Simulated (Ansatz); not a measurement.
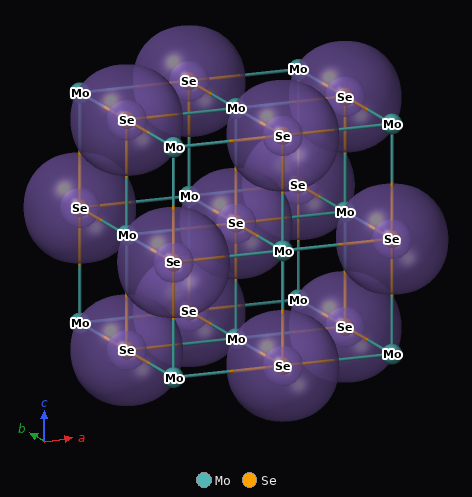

Figure 1: MoSe. Isosurface of the electron localisation function at 0.55 (purple), seen slightly off an axis. Only the valence region is drawn (cores and ρ < 0.01 e/Å³ removed). Sticks mark near contacts.

Space group Fm-3m; started from the rock salt prototype, which need not be the ambient phase; Hubbard U of 4.38 eV on Mo d only; spin-polarised.

Method: Ansatz 0.2.0, DFT r2SCAN+U, scalar-relativistic, plane waves, PAW.

Core electrons are frozen (PAW), and the valence fields are smoothed inside the atomic spheres.

The calculation's input:

```
crystal:
  lattice:
    - [0.0, 2.856468916, 2.856468916]
    - [2.856468916, 0.0, 2.856468916]
    - [2.856468916, 2.856468916, 0.0]
  atoms:
    - { symbol: Mo, position: [0.0, 0.0, 0.0], spin: 2.0 }
    - { symbol: Se, position: [0.5, 0.5, 0.5] }
basis:
  ecutwfc: 500
kpoints:
  mp_grid: { grid: [12, 12, 12] }
hamiltonian:
  xc: r2scan
  hubbard: { sites: [{ species: Mo, l: d, u_eff: 4.38 }] }
scf:
  occupations: { method: gaussian, width: 0.1 }
output:
  forces: true
  stress: true
  eigenvalues: true
  populations: true
  write_density: true
  write_potential: true
  elf: true
  volumetric_format: npy
magnetization:
  spin_polarized: true
relax:
  adjacent_minimum: "off"
  f_tol: 0.01
  max_steps: 60
  cell: { stress_tol: 0.05 }
```

Command:

```sh
ansatz run input.yaml --threads 1 --pin off --max-ram 2560MiB --backend cpu --events-out ev --progress --plain --runs-dir out
```

Below, planes, directions and counts refer to the conventional cell (a = 5.71 Å, b = 5.71 Å, c = 5.71 Å, α = 90.00°, β = 90.00°, γ = 90.00°).

Identify the bonds, lone pairs and shells in this picture.

The surface consists of four regions wrapped around Se (the valence shell of each), counted in one cell of 8 atoms. Any copies at cell faces, edges or corners count once. Along the contacts the grid gives the following. Mo–Se (2.86 Å): the ELF is about 0.40 at the midpoint and 0.15 at its lowest between the atoms.

Metal or insulator at this level of theory?

It is gapless in this calculation (a metal or semimetal); semilocal functionals without U, or without the true magnetic order, often close the gap of such compounds.
